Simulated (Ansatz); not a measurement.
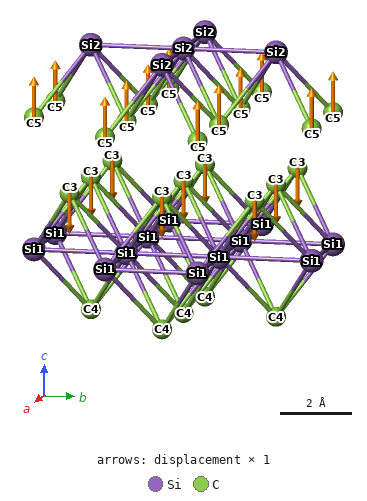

A relaxation of crystalline Si₂C₃ (a generated structure, set up in I4/mmm) (coarse preliminary run). The starting structure is drawn; orange arrows show the displacements (the part carried along by the change of the cell is left out), at their true length.

A ball-and-stick model of the atoms within 5.0 Å of the atom that moves most (axes of the conventional cell (2 times the calculation's cell)), seen slightly off an axis. Lengths and directions refer to the drawn axes.

These are results of DFT PBE, scalar-relativistic, plane waves, PAW (Ansatz), not measurements. (plane-wave cutoff 420 eV; k-point mesh 8 × 8 × 8; occupations gaussian; smearing width 0.1 eV; no spin polarisation; cell and atoms relaxed; force threshold 0.04 eV/Å; at most 70 steps)

Question: Which element moves most?

Answer: Carbon: up to 1.17 Å, against 0.01 Å for silicon.

Question: What did the optimiser do to the structure, and how much energy did it gain?

Answer: The largest moves relative to the cell, 1.17 Å, are those of C3 and C5. C3 goes along −c. By element the largest moves are C 1.17 Å, Si 0.01 Å. Cell: a = b 2.690 → 3.107 Å (+15.5 %), c 19.023 → 12.638 Å (−33.6 %). Volume −11.4 %. Near-neighbour distances that change, for instance: C3–C4 3.805 → 1.355 Å, Si1–C3 2.690 → 2.198 Å, Si1–Si1 2.690 → 3.107 Å, Si1–C4 2.690 → 2.539 Å. New bonds form, among them: C3–C4 (3.80 → 1.35 Å). The space group stays I4/mmm (No. 139). The energy falls by 1941 meV per atom in 24 accepted moves (27 points after the start). The largest force component goes from 0.35 to 0.01 eV/Å. Pressure: −21.74 GPa at the start and 0.04 GPa at the end. The line search rejected the trial step at point 14 of the run. The SCF was repeated twice at an unchanged geometry on a basis and grid sized afresh for the cell, which shifted the energy by 15.0 meV per atom at most.

Limits of the set-up: layers or molecules are held without a dispersion correction, so their spacing is unreliable.
